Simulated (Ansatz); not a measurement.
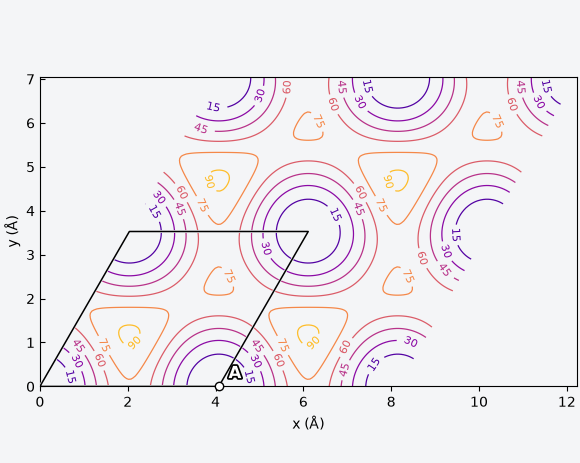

Ge (Fd-3m, No. 227; 6 atoms in the cell). Gamma surface: rigid slide across a plane, one fault a cell; the plane is (1 1 1) of the conventional cell. Places are given modulo a cell vector. The map is drawn in real space over the plane of the slide. Nothing is relaxed (rigid halves, spacing across the cut fixed). The scan uses a 9 × 9 grid; 19 points were computed and 62 follow by symmetry. All energies are given in meV/Å² relative to the lowest grid point. Computed with DFT PBE, scalar-relativistic, plane waves, PAW (Ansatz). Settings: cutoff 420 eV, k-mesh 12×12×5 in the order of the run's cell vectors, gaussian smearing 0.15 eV, no spin polarisation.

The picture shows contour lines labelled in meV/Å², the outline of one cell of the 2 × 2 shown, the point A. Between grid points the surface is interpolated.

> Find the lowest pass out of the well at A.

The easiest path leads from the well at (0/9, 0/9) of the cell vectors to its copy one period on. Its highest point lies about 72 meV/Å² above the bottom of the first well on the interpolated surface, at about (0.92, 0.54) of the cell vectors. The start is the relaxed structure and all else is held, so a fully relaxed path at this level can only be lower.

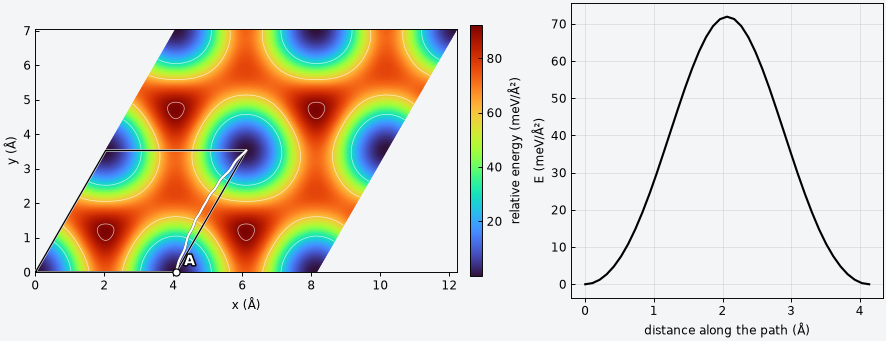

The picture shows a smooth colour map with a few white contour lines, a line along the lowest path, the outline of one cell of the 2 × 2 shown, the energy along the path at the right. Between grid points the surface is interpolated.
